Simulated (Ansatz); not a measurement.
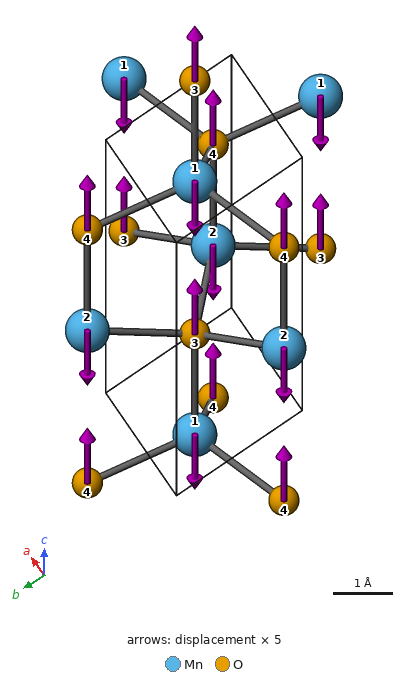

A relaxation of a crystal of MnO (set up in P6_3mc). The starting structure is drawn; purple arrows show the displacements (the part carried along by the change of the cell is left out), magnified 5 times.

A ball-and-stick model of the cell of the calculation, seen from a free direction.

Case: volume × 0.94, shape and atoms relaxed.

The calculation used DFT r2SCAN, scalar-relativistic, plane waves, PAW in Ansatz. (plane-wave cutoff 500 eV; k-point mesh 12 × 12 × 8; occupations gaussian; smearing width 0.1 eV; collinear spin; cell relaxed at fixed volume; force threshold 0.01 eV/Å; at most 30 steps)

What happened in the run?

Over 6 accepted moves (7 points after the start) the energy falls by 0.104 eV per cell of the calculation. Largest force component: 0.016 eV/Å at the start, 0.00021 eV/Å at the end. The pressure goes from 8.63 to 1.09 GPa. At 1 point the geometry stayed and the basis and grid were re-selected for the new cell (energy shift of 1.7 meV per cell of the calculation at most each time). The largest moves relative to the cell, 0.23 Å, are those of Mn1, Mn2, O3 and O4. Mn1 goes along −c. Largest moves by element: Mn 0.23 Å, O 0.23 Å. The drawn cell changes at constant volume: a = b 3.377 → 3.643 Å (+7.9 %), c 5.150 → 4.427 Å (−14.0 %). Some distances before and after: Mn1–O3 3.100 → 2.214 Å, Mn1–O3 (another image) 2.050 → 2.214 Å, Mn1–O4 2.019 → 2.103 Å. New bonds form, among them: Mn1–O3 (3.10 → 2.21 Å), Mn2–O4 (3.10 → 2.21 Å). Bond angles that change, for instance: O3–Mn1–O4 105.1° → 90.0°, Mn1–O4–Mn2 105.1° → 90.0°, Mn1–O4–Mn1 113.5° → 120.0°. The space group (tolerance 0.01 Å) goes from P6_3mc (No. 186) to P6_3/mmc (No. 194). The run may lie on a higher electronic state than the lowest, so the end point isn't shown to be the ground-state structure. The run took 3.8 min on 1 thread of AMD EPYC 9R45 96-Core Processor (Zen 5), on a shared host, peak memory 0.73 GiB.
